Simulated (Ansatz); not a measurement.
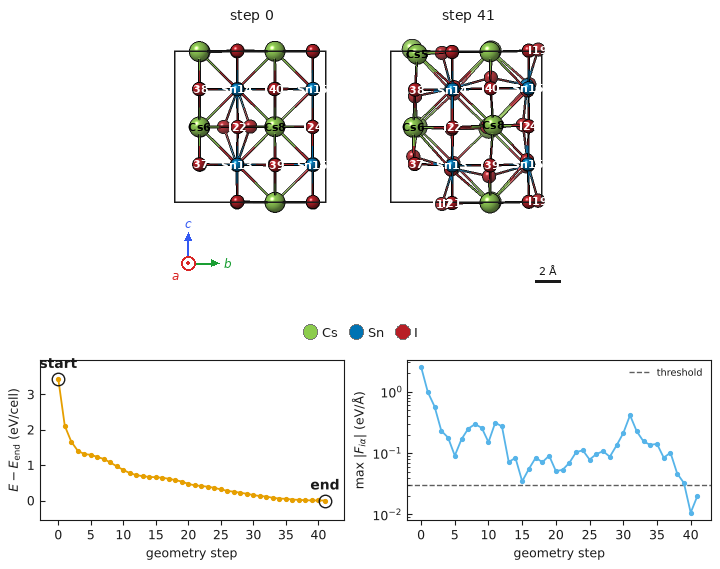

First and last geometry of a relaxation of a defect cell of composition Cs₈Sn₈I₂₅ (cell charge +1), with the history of the run. A ball-and-stick model of the cell of the calculation (origin shifted), seen along the a axis.

Level of theory: DFT, PBEsol, PAW, plane waves (Ansatz).

Input file:
```yaml
crystal:
  lattice:
    - [12.314462, 0.000000, 0.000000]
    - [0.000000, 12.314462, 0.000000]
    - [0.000000, 0.000000, 12.314462]
  atoms:
    - { symbol: Cs, position: [0.000531, 0.003322, 0.996531] }
    - { symbol: Cs, position: [0.000689, 0.001867, 0.498469] }
    - { symbol: Cs, position: [0.999117, 0.499914, 0.999793] }
    - { symbol: Cs, position: [0.999290, 0.500333, 0.501369] }
    - { symbol: Cs, position: [0.502299, 0.999187, 0.998117] }
    - { symbol: Cs, position: [0.498911, 0.999813, 0.499645] }
    - { symbol: Cs, position: [0.501694, 0.499668, 0.000263] }
    - { symbol: Cs, position: [0.498942, 0.498867, 0.501295] }
    - { symbol: Sn, position: [0.248440, 0.247797, 0.248098] }
    - { symbol: Sn, position: [0.248430, 0.252275, 0.746345] }
    - { symbol: Sn, position: [0.249706, 0.747298, 0.251325] }
    - { symbol: Sn, position: [0.250340, 0.750690, 0.749054] }
    - { symbol: Sn, position: [0.750115, 0.249430, 0.249139] }
    - { symbol: Sn, position: [0.749265, 0.250094, 0.748702] }
    - { symbol: Sn, position: [0.750846, 0.748176, 0.250211] }
    - { symbol: Sn, position: [0.753524, 0.751698, 0.751243] }
    - { symbol: I, position: [0.251848, 0.248448, 0.000087] }
    - { symbol: I, position: [0.163969, 0.161155, 0.498599] }
    - { symbol: I, position: [0.250062, 0.750748, 0.999175] }
    - { symbol: I, position: [0.250988, 0.747560, 0.500523] }
    - { symbol: I, position: [0.748452, 0.251021, 0.003972] }
    - { symbol: I, position: [0.752624, 0.252795, 0.498768] }
    - { symbol: I, position: [0.750237, 0.750595, 0.001984] }
    - { symbol: I, position: [0.751662, 0.749694, 0.499302] }
    - { symbol: I, position: [0.999747, 0.251029, 0.251079] }
    - { symbol: I, position: [0.998371, 0.249991, 0.749648] }
    - { symbol: I, position: [0.000640, 0.752489, 0.252457] }
    - { symbol: I, position: [0.999834, 0.747403, 0.749276] }
    - { symbol: I, position: [0.497407, 0.247714, 0.249126] }
    - { symbol: I, position: [0.497117, 0.251455, 0.750038] }
    - { symbol: I, position: [0.501294, 0.752043, 0.247733] }
    - { symbol: I, position: [0.499442, 0.751468, 0.750677] }
    - { symbol: I, position: [0.251225, 0.002150, 0.249262] }
    - { symbol: I, position: [0.249377, 0.001798, 0.749986] }
    - { symbol: I, position: [0.247074, 0.498889, 0.251587] }
    - { symbol: I, position: [0.249392, 0.500194, 0.751685] }
    - { symbol: I, position: [0.749732, 0.998226, 0.251649] }
    - { symbol: I, position: [0.750412, 0.997358, 0.750092] }
    - { symbol: I, position: [0.750022, 0.501652, 0.246487] }
    - { symbol: I, position: [0.751347, 0.495993, 0.750024] }
    - { symbol: I, position: [0.337082, 0.335851, 0.501752] }
  symmetry: { detect: false }
kpoints:
  mp_grid: { grid: [1, 1, 1], shift: [0.25, 0.25, 0.25] }
hamiltonian:
  xc: pbesol
total_charge: 1
scf:
  occupations: { method: fermi_dirac, width: 0.01 }
relax:
  f_tol: 0.03
  max_steps: 80
  escape_saddle: false
  adjacent_minimum: "off"
output:
  forces: true
  eigenvalues: true
  populations: true
  charged_corrections: { epsilon: 30 }
```

Run as
```bash
ansatz run in.yaml --threads 8 --pin off --max-ram 118750MiB --runs-dir r --events-out ev --progress --plain --backend cuda --devices 0,
```

Question: Did the run converge, and what did it change?

Answer: It converged. I41 moves most: 2.00 Å along [−2 3 0]. Largest moves by element: I 2.00 Å, Cs 0.72 Å, Sn 0.35 Å. The cell doesn't change. Some distances before and after: Cs6–I41 4.593 → 6.846 Å, I20–I41 5.180 → 2.942 Å, Cs2–I18 2.809 → 4.510 Å, Cs8–I35 4.368 → 5.584 Å. Among the angles between lasting bonds that change: Cs8–I41–I18 179.1° → 93.0°, Cs6–I18–I41 71.0° → 140.1°, Cs4–I41–Cs8 108.8° → 170.1°. The energy falls by 3.432 eV per cell of the calculation in 41 geometry steps. Largest force component: 2.5 eV/Å at the start, 0.02 eV/Å at the end. Cost: 69 s on 1 × NVIDIA GB300 Max-Q with 8 threads of Arm Neoverse-V2, peak memory 2.2 GiB.

Limits of the set-up: the cell is charged, on a uniform background, and energies carry no finite-size correction.
